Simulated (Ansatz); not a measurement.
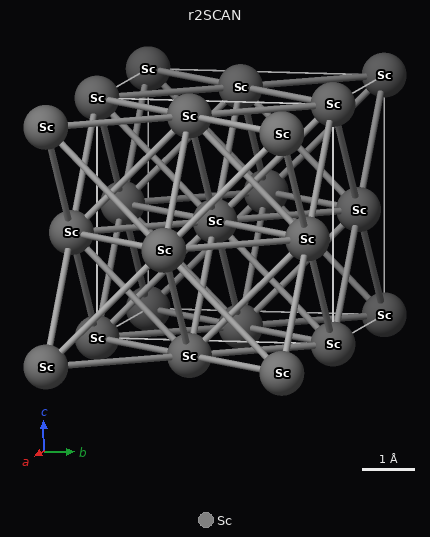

Crystalline Sc (set up in P-1), relaxed (cell and atoms) with several functionals. The picture shows the result with r2SCAN. A ball-and-stick model of the larger cell on standard axes (4 times the calculation's cell), repeated 2 × 1 × 1 with one cell outlined, seen slightly off an axis.

Computed with Ansatz 0.2.0: Ansatz PAW. Set-up: plane-wave cutoff 420 eV; k-point mesh 10 × 10 × 10; occupations fermi-dirac; smearing width 0.05 eV; no spin polarisation; cell and atoms relaxed; force threshold 0.01 eV/Å.

```tsv
functional	volume (Å³/atom)	a (Å)	b (Å)
PBE	?	?	?
r2SCAN	25.123	4.644	4.652
PBEsol	23.607	4.547	4.557
LDA	22.393	4.470	4.476
```

One row is withheld. What does the calculation give there?

With PBE the volume falls between PBEsol (23.607) and r2SCAN (25.123). The calculation gives 24.672 Å³/atom (a = 4.616 Å, b = 4.624 Å). In order of volume: LDA < PBEsol < PBE < r2SCAN; the spread is 12.2 %.

Each member starts from this one structure; whether another phase lies lower wasn't checked.
